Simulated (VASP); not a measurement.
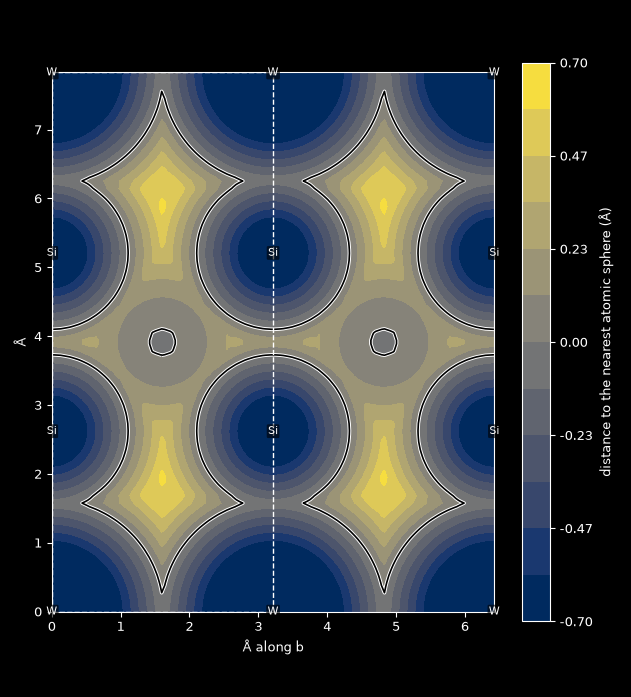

Map of the distance to the nearest atomic sphere in Si2W (I4/mmm), computed on the section x = 0.000 (parallel to b and c; the dashed line is one cell). The black line marks the spheres' surfaces; positive values are empty space; unlabelled circles belong to atoms above or below the section.

Hard-sphere model; covalent radii (Cordero): W 1.62 Å, Si 1.11 Å.

Origin of the cell: an entry of the Crystallography Open Database, as set up for an electronic-structure calculation.

```
W Si
1.0
     3.21380    0.00000    0.00000
     0.00000    3.21380    0.00000
     0.00000    0.00000    7.82990
W Si
2 4
Cartesian
  0.0000 0.0000 0.0000
  1.6069 1.6069 3.9150
  1.6069 1.6069 1.2943
  0.0000 0.0000 2.6207
  0.0000 0.0000 5.2092
  1.6069 1.6069 6.5356
```

Question: Where is the largest hole in this section, and how large is it?

Answer: At 0.000, 0.500, 0.250 (fractional), where the distance reaches 0.63 Å; it is enclosed by 4 Si (then 4 W) in a distorted tetrahedral arrangement. It is the largest hole of the crystal.

Question: How much of the crystal lies outside the spheres?

Answer: About 28 % of the cell's volume, and 36 % of this section's area.

Question: What can pass through?

Answer: The largest sphere that fits anywhere has a diameter of 1.26 Å; the largest that can travel through the crystal, about 0.5 Å.
